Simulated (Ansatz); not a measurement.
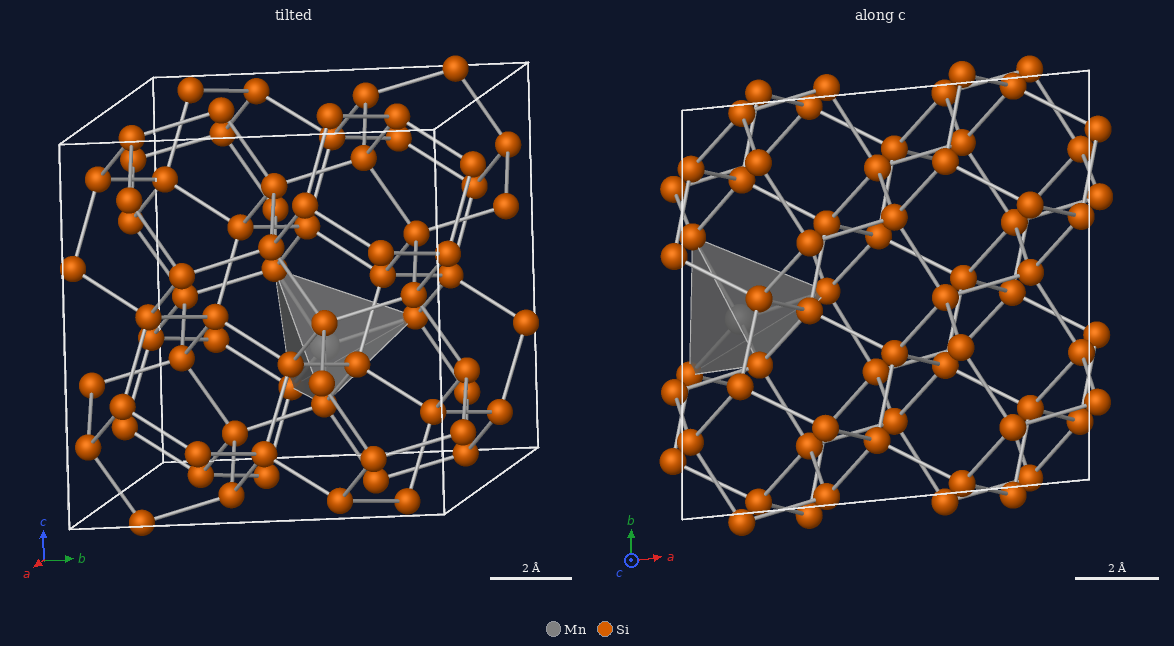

An orthographic polyhedral view of the structure, slightly off an axis and along the c axis. The simulation cell is outlined; an atom on or near a face, edge or corner is repeated at each equivalent position. Cell: a = 9.992 Å, b = 9.992 Å, c = 9.992 Å, α = 83.76°, β = 83.76°, γ = 83.76°.

Caption:

- The material is MnSi47.
- The symmetry is that of R3 (No. 146), on a rhombohedral (trigonal R) lattice.
- The cell comprises 1 formula unit: 1 Mn, 47 Si.
- The polyhedra are MnSi4 tetrahedra; they share no atoms with one another.
- Mn is coordinated by four Si in a tetrahedral arrangement at about 2.4 Å.
- Numbers of contacts at bonding distance: Si 4.
- The bonds build a three-dimensional framework.

The structure was taken from a structure listed in the Materials Project, repeated into a supercell with a point defect put in. The atoms were relaxed in a fixed cell with Ansatz, DFT PBE, scalar-relativistic, plane waves, PAW.
